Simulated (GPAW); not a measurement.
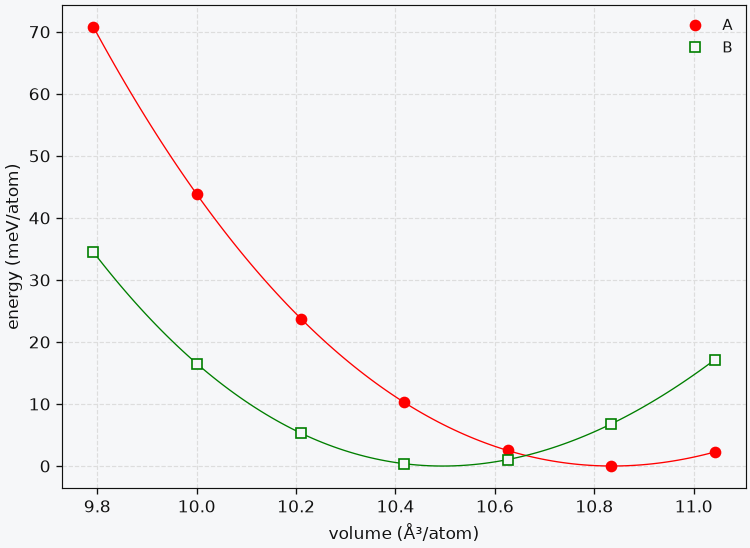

The figure compares two calculations of the energy against volume, each curve from its own zero. The first is for AlN, space group F-43m (No. 216).

The cell holds 2 atoms.

Computed with GPAW 26.7.0: PAW DFT in plane waves, on a grid or in atomic orbitals, no spin polarisation; energies at scaled volumes of the given cell, shape and fractions fixed, counted from the fit's minimum, third-order Birch-Murnaghan fit. Level: r2SCAN.

```json
{"setting": "k mesh", "value": "10×10×10"}
{"setting": "occupations", "value": "Fermi–Dirac"}
{"setting": "smearing width", "value": "0.05 eV"}
{"setting": "potentials", "value": "GPAW PAW data sets (gpaw data 1.2.1)"}
{"setting": "wave cutoff", "value": "800 eV"}
{"setting": "program settings", "value": "basis pw"}
```

In the second, the level changes from r2SCAN to optPBE-vdW.

### Which of A and B is the second calculation, and what did the change do?

A. The equilibrium volume rises from 10.49 to 10.84 Å³/atom (+3.3 %) and the bulk modulus falls from 209 to 190 GPa (−9.1 %).

For r2SCAN, limits of the calculation: the fit and the printed pressures don't fully agree, or the minimum lies near the end of the range.

V0 and the bulk modulus come from third-order Birch–Murnaghan fits.
